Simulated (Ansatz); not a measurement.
System: SnO, space group Fm-3m (No. 225) (one of a set of cubic test structures, which need not be the stable phase).

How it was computed, with Ansatz 0.2.0 development build: equation of state of a cubic crystal from periodic Kohn-Sham density functional theory without spin, third-order Birch-Murnaghan fit to the free energies; pressure corrected for the finite basis. Level: PBE.

- structure type: rock salt
- atoms in cell: 2
- space group number: 225
- lattice centring: face-centred primitive
- k mesh: 19×19×19
- occupation method: Fermi–Dirac
- occupation width: 0.06123 eV
- wave cutoff: 700 eV
- datasets: hard PAW
- density tolerance: 1e−09 eV
- bands: 18
- density cutoff ratio: 4
- search for lower states: default

Predict the energy above the lowest point and pressure against volume. The volume takes the values 15.76, 16.09, 16.43, 16.76, 17.43 Å³/atom.

A third-order Birch–Murnaghan fit gives V0 = 16.77 Å³/atom, B0 = 92.1 GPa and B′ = 4.3. The energy above the lowest point is 19.7 meV/atom at volume 15.76 Å³/atom and 7.0 meV/atom at 17.43 Å³/atom; the lowest computed point is at volume 16.76 Å³/atom (0.0 meV/atom). The pressure falls from 6.583 GPa at volume 15.76 Å³/atom to −3.280 GPa at 17.43 Å³/atom, and changes sign near 16.77 Å³/atom.

```json
{"volume (Å³/atom)": "15.76", "energy above the lowest point (meV/atom)": "19.7", "pressure (GPa)": "6.583"}
{"volume (Å³/atom)": "16.09", "energy above the lowest point (meV/atom)": "8.5", "pressure (GPa)": "4.166"}
{"volume (Å³/atom)": "16.43", "energy above the lowest point (meV/atom)": "2.1", "pressure (GPa)": "1.999"}
{"volume (Å³/atom)": "16.76", "energy above the lowest point (meV/atom)": "0.0", "pressure (GPa)": "0.050"}
{"volume (Å³/atom)": "17.43", "energy above the lowest point (meV/atom)": "7.0", "pressure (GPa)": "-3.280"}
```

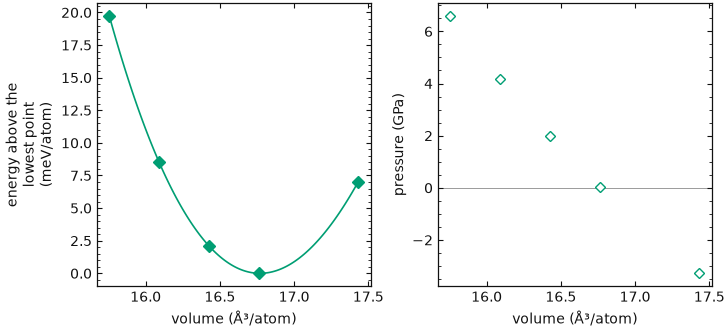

Caveats: cubic model structure, not the ambient form.
